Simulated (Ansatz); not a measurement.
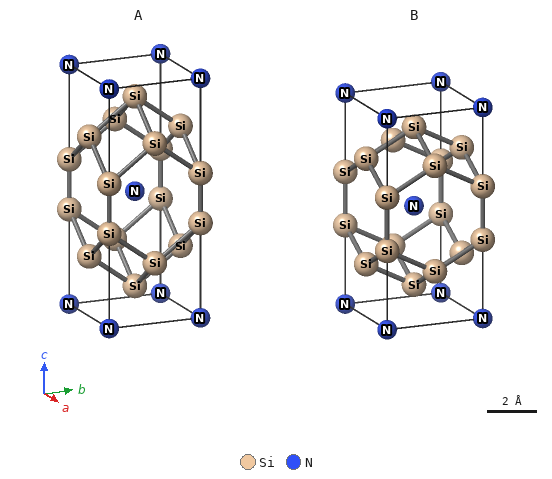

Two geometries of solid Si4N (a generated structure, set up in I4/mmm) (coarse preliminary run), drawn at one scale. One is the start of a relaxation, the other its converged end. The picture is a ball-and-stick view of the conventional cell (2 times the calculation's cell), seen slightly off an axis. Lengths and directions refer to the drawn axes.

The calculation used Ansatz 0.2.0, DFT PBE, scalar-relativistic, plane waves, PAW. Settings: plane-wave cutoff 420 eV; k-point mesh 6 × 6 × 6; occupations gaussian; smearing width 0.1 eV; collinear spin; cell and atoms relaxed; force threshold 0.04 eV/Å; at most 70 steps.

### Which one is relaxed?

Structure B is the relaxed one. The largest moves relative to the cell, 0.20 Å, are those of Si atoms. N stays in place. The volume changes by −3.3 %, with a = b 4.106 → 4.301 Å (+4.8 %), c 10.251 → 9.031 Å (−11.9 %). Some distances before and after: Si–Si 2.138 → 2.282 Å, Si–Si 2.539 → 2.423 Å. Bond angles that change, for instance: Si–Si–Si 107.9° → 125.1°, Si–Si–Si 126.0° → 117.4°, Si–Si–Si 110.2° → 102.3°. The space group stays I4/mmm (No. 139). After 5 accepted moves (6 points after the start) the energy has fallen by 0.728 eV per cell of the calculation. The largest force component goes from 3.6 to 0.014 eV/Å. The pressure goes from −5.75 to 0.03 GPa. At 1 point the geometry stayed and the basis and grid were re-selected for the new cell (energy shift of 3.9 meV per cell of the calculation at most each time).
